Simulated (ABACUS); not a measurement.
**Run report: MgO, single-point calculation at one volume of an equation of state (part 2 of 2)**

MgO (2 atoms in the cell); Kohn-Sham DFT of a periodic cell, PBEsol, PseudoDojo NC SR 0.4.1 PBEsol standard, no spin polarisation (ABACUS 3.10.1); cutoff 1142.88 eV, 11×11×11 k-mesh, fermi-dirac of 0.05 eV. The structure derives from a Materials Project entry. It belongs to a series of runs on one base structure; here: volume scaled by 1.04.

Geometry of the input (Å; fractional positions):
```
0.0000  2.1246  2.1246
2.1246  0.0000  2.1246
2.1246  2.1246  0.0000
Mg 0.0000  0.0000  0.0000
O  0.5000  0.5000  0.5000
```

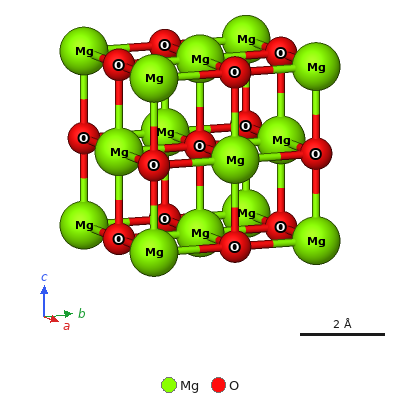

Fig. 1: The structure as given in the input (ball-and-stick view of the cell 4 times as large as that of the calculation, set on its symmetry axes, seen slightly off an axis). An atom can appear more than once, as a periodic image.

**Output, continued**
```
 PW ALGORITHM --------------- ION=   1  ELEC=   1--------------------------------

 Density error is 0.366958517963
                          Error Threshold = 0.01
----------------------------------------------------------
     Energy           Rydberg                 eV
----------------------------------------------------------
 E_KohnSham     -151.6819487809      -2063.7387871650
 E_Harris       -151.0695633751      -2055.4068562739
 E_Fermi        0.7474882471         10.1700993481
----------------------------------------------------------

 PW ALGORITHM --------------- ION=   1  ELEC=   2--------------------------------

 Density error is 0.210346317927
                          Error Threshold = 0.00229349073727
----------------------------------------------------------
     Energy           Rydberg                 eV
----------------------------------------------------------
 E_KohnSham     -151.7828947670      -2065.1122277650
 E_Harris       -153.1478540866      -2083.6834520507
 E_Fermi        0.8221760373         11.1862788663
----------------------------------------------------------

 PW ALGORITHM --------------- ION=   1  ELEC=   3--------------------------------

 Density error is 0.00197179749616
                          Error Threshold = 0.00131466448705
----------------------------------------------------------
     Energy           Rydberg                 eV
----------------------------------------------------------
 E_KohnSham     -151.8237540499      -2065.6681468286
 E_Harris       -151.8484364535      -2066.0039681582
 E_Fermi        0.6682957019         9.0926294947
----------------------------------------------------------

 PW ALGORITHM --------------- ION=   1  ELEC=   4--------------------------------

 Density error is 1.96305504036e-05
                          Error Threshold = 1.2323734351e-05
----------------------------------------------------------
     Energy           Rydberg                 eV
----------------------------------------------------------
 E_KohnSham     -151.8239143417      -2065.6703277104
 E_Harris       -151.8213280413      -2065.6351392890
 E_Fermi        0.6700308805         9.1162378107
----------------------------------------------------------

 PW ALGORITHM --------------- ION=   1  ELEC=   5--------------------------------

 Density error is 5.44916483623e-07
                          Error Threshold = 1.22690940023e-07
----------------------------------------------------------
     Energy           Rydberg                 eV
----------------------------------------------------------
 E_KohnSham     -151.8239177262      -2065.6703737589
 E_Harris       -151.8259911490      -2065.6985841243
 E_Fermi        0.6700769264         9.1168642970
----------------------------------------------------------

 PW ALGORITHM --------------- ION=   1  ELEC=   6--------------------------------

 Density error is 3.78833418194e-08
                          Error Threshold = 3.40572802264e-09
----------------------------------------------------------
     Energy           Rydberg                 eV
----------------------------------------------------------
 E_KohnSham     -151.8239178178      -2065.6703750057
 E_Harris       -151.8232322238      -2065.6610470207
 E_Fermi        0.6700858871         9.1169862140
----------------------------------------------------------

 PW ALGORITHM --------------- ION=   1  ELEC=   7--------------------------------

 Density error is 5.05616465656e-09
                          Error Threshold = 2.36770886371e-10
----------------------------------------------------------
     Energy           Rydberg                 eV
----------------------------------------------------------
 E_KohnSham     -151.8239178221      -2065.6703750642
 E_KS(sigma->0) -151.8239178221      -2065.6703750642
 E_Harris       -151.8239340157      -2065.6705953891
 E_band         -22.0006727320       -299.3345089879
 E_one_elec     -75.6038523588       -1028.6431828298
 E_Hartree      41.7781878347        568.4214066660
 E_xc           -24.0596634435       -327.3485147935
 E_Ewald        -93.9385898546       -1278.1000841069
 E_entropy(-TS) -0.0000000000        -0.0000000000
 E_descf        0.0000000000         0.0000000000
 E_exx          0.0000000000         0.0000000000
 E_Fermi        0.6701035681         9.1172267764
----------------------------------------------------------

 charge density convergence is achieved
 final etot is -2065.6703751 eV
 EFERMI = 9.1172267764 eV

 STATE ENERGY(eV) AND OCCUPATIONS    NSPIN == 1
 1/14 kpoint (Cartesian) = 0.0000 0.0000 0.0000 (1687 pws)
       1       -64.4074     0.00150263
       2       -31.3483     0.00150263
       3       -31.3483     0.00150263
       4       -31.3483     0.00150263
       5       -9.38802     0.00150263
       6        7.61651     0.00150263
       7        7.61651     0.00150263
       8        7.61651     0.00150263
       9        12.0302    7.50734e-29
      10        23.2504        0.00000
      11        23.2504        0.00000
      12        23.2504        0.00000

 2/14 kpoint (Cartesian) = 0.021394 0.021394 0.021394 (1699 pws)
       1       -64.4068      0.0120210
       2       -31.3546      0.0120210
       3       -31.3489      0.0120210
       4       -31.3489      0.0120210
       5       -9.30024      0.0120210
       6        7.06447      0.0120210
       7        7.56330      0.0120210
       8        7.56330      0.0120210
       9        12.5662    1.32572e-32
      10        22.1177        0.00000
      11        23.4395        0.00000
      12        23.4395        0.00000

 3/14 kpoint (Cartesian) = 0.042789 0.042789 0.042789 (1684 pws)
       1       -64.4051      0.0120210
       2       -31.3716      0.0120210
       3       -31.3507      0.0120210
       4       -31.3507      0.0120210
       5       -9.05529      0.0120210
       6        5.90939      0.0120210
       7        7.42435      0.0120210
       8        7.42435      0.0120210
       9        13.6383    6.46425e-42
      10        20.6363        0.00000
      11        23.8410        0.00000
      12        23.8410        0.00000

 4/14 kpoint (Cartesian) = 0.064183 0.064183 0.064183 (1673 pws)
       1       -64.4029      0.0120210
       2       -31.3936      0.0120210
       3       -31.3530      0.0120210
       4       -31.3530      0.0120210
       5       -8.71028      0.0120210
       6        4.69671      0.0120210
       7        7.25007      0.0120210
       8        7.25007      0.0120210
       9        14.5926    3.32548e-50
      10        19.7724        0.00000
      11        23.9822        0.00000
      12        23.9822        0.00000

 5/14 kpoint (Cartesian) = 0.085578 0.085578 0.085578 (1673 pws)
       1       -64.4009      0.0120210
       2       -31.4137      0.0120210
       3       -31.3551      0.0120210
       4       -31.3551      0.0120210
       5       -8.36328      0.0120210
       6        3.70912      0.0120210
       7        7.09683      0.0120210
       8        7.09683      0.0120210
       9        15.0897    1.59824e-54
      10        19.6235        0.00000
      11        23.7715        0.00000
      12        23.7715        0.00000

 6/14 kpoint (Cartesian) = 0.10697 0.10697 0.10697 (1685 pws)
       1       -64.3997      0.0120210
       2       -31.4256      0.0120210
       3       -31.3564      0.0120210
       4       -31.3564      0.0120210
       5       -8.14012      0.0120210
       6        3.14958      0.0120210
       7        7.00861      0.0120210
       8        7.00861      0.0120210
       9        15.2166    1.26337e-55
      10        19.7910        0.00000
      11        23.5788        0.00000
      12        23.5788        0.00000

[... levels at 8 further k points ...]

------------------------------------------------------------------------------------------
 TOTAL-FORCE (eV/Angstrom)
------------------------------------------------------------------------------------------
                       Mg1         0.0000000000         0.0000000000         0.0000000000
                        O1         0.0000000000         0.0000000000         0.0000000000
------------------------------------------------------------------------------------------

----------------------------------------------------------------
 TOTAL-STRESS (KBAR)
----------------------------------------------------------------
       -38.0925317270        -0.0000000000        -0.0000000000
        -0.0000000000       -38.0925317270         0.0000000000
        -0.0000000000         0.0000000000       -38.0925317270
----------------------------------------------------------------
 TOTAL-PRESSURE: -38.092532 KBAR

 --------------------------------------------
 !FINAL_ETOT_IS -2065.6703750641827355 eV
 --------------------------------------------
```

**Standard output**
```
ABACUS v3.10.1

               Atomic-orbital Based Ab-initio Computation at UStc

%%%%%%%%%%%%%%%%%%%%%%%%%%%%%%%%%%%%%%%%%%%%%%%%%%%%%%%%%%%%%%%%%%%%%%%%%%%%%%%%%%%%%%%%%%%%%%%%%%%%%%%%%
 Warning: the number of valence electrons in pseudopotential > 2 for Mg: [Ne] 3s2
 Pseudopotentials with additional electrons can yield (more) accurate outcomes, but may be less efficient.
 If you're confident that your chosen pseudopotential is appropriate, you can safely ignore this warning.
%%%%%%%%%%%%%%%%%%%%%%%%%%%%%%%%%%%%%%%%%%%%%%%%%%%%%%%%%%%%%%%%%%%%%%%%%%%%%%%%%%%%%%%%%%%%%%%%%%%%%%%%%

 UNIFORM GRID DIM        : 36 * 36 * 36
 UNIFORM GRID DIM(BIG)   : 36 * 36 * 36
 ---------------------------------------------------------
 Self-consistent calculations for electrons
 ---------------------------------------------------------
 SPIN    KPOINTS         PROCESSORS  THREADS
 1       56              4           4
 ---------------------------------------------------------
 Use plane wave basis
 ---------------------------------------------------------
 ELEMENT NATOM       XC
 Mg      1
 O       1
 ---------------------------------------------------------
 Initial plane wave basis and FFT box
 ---------------------------------------------------------
 -------------------------------------------
 SELF-CONSISTENT :
 -------------------------------------------
 START CHARGE      : atomic
 ITER       ETOT/eV          EDIFF/eV         DRHO     TIME/s
 DA1     -2.06373879e+03   0.00000000e+00   3.6696e-01   0.49
 DA2     -2.06511223e+03  -1.37344060e+00   2.1035e-01   0.39
 DA3     -2.06566815e+03  -5.55919064e-01   1.9718e-03   0.37
 DA4     -2.06567033e+03  -2.18088182e-03   1.9631e-05   0.37
 DA5     -2.06567037e+03  -4.60484936e-05   5.4492e-07   0.42
 DA6     -2.06567038e+03  -1.24677943e-06   3.7883e-08   0.45
 DA7     -2.06567038e+03  -5.85215934e-08   5.0562e-09   0.38
----------------------------------------------------------------
 TOTAL-STRESS (KBAR)
----------------------------------------------------------------
       -38.0925317270        -0.0000000000        -0.0000000000
        -0.0000000000       -38.0925317270         0.0000000000
        -0.0000000000         0.0000000000       -38.0925317270
----------------------------------------------------------------
 TOTAL-PRESSURE: -38.092532 KBAR
```

**Key numbers**

```json
{"quantity": "outcome", "value": "converged"}
{"quantity": "space group (tolerance 0.01 Å)", "value": "Fm-3m (225)"}
{"quantity": "electrons treated", "value": "16"}
{"quantity": "free energy", "value": "−2065.6704 eV"}
{"quantity": "Fermi energy", "value": "9.117 eV"}
{"quantity": "gap on the k-point mesh", "value": "4.41 eV"}
{"quantity": "pressure", "value": "−3.81 GPa"}
{"quantity": "largest force (length of the vector)", "value": "under 0.001 eV/Å"}
{"quantity": "hardware", "value": "4 threads of Intel Xeon (Granite Rapids), 32 GiB of memory available, shared host"}
{"quantity": "wall time", "value": "3.5 s (CPU time 13 s)"}
{"quantity": "peak memory", "value": "0.28 GiB"}
```
